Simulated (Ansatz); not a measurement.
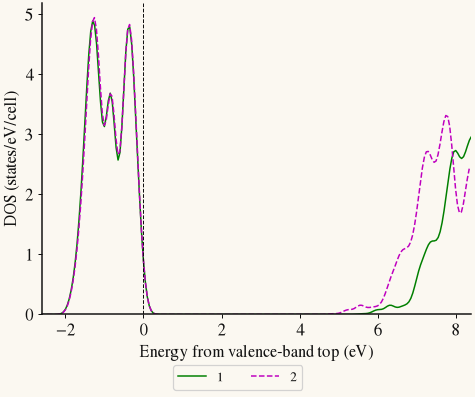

Total densities of states of KCl, space group P4/mmm (No. 123), 2 atoms in the cell, uniaxial (y) strain +2.7%, by two methods on the same cell. The curves are built from the levels of the k mesh with Gaussians 0.3 eV wide, which also blur the band edges. Each is counted from its own valence-band top.

### Which curve is which? The methods: r2SCAN, PBE.

1 is r2SCAN; 2 is PBE. r2SCAN gives a gap of 5.62 eV and PBE gives a gap of 4.86 eV.

Settings. r2SCAN: DFT, r2SCAN, plane waves, PAW, no spin polarisation, 8×8×8 k mesh, 500 eV cutoff (Ansatz). PBE: DFT, PBE, plane waves, PAW, no spin polarisation, 8×8×8 k mesh, 420 eV cutoff, Fermi-Dirac smearing of 0.02 eV (Ansatz 0.2.0).
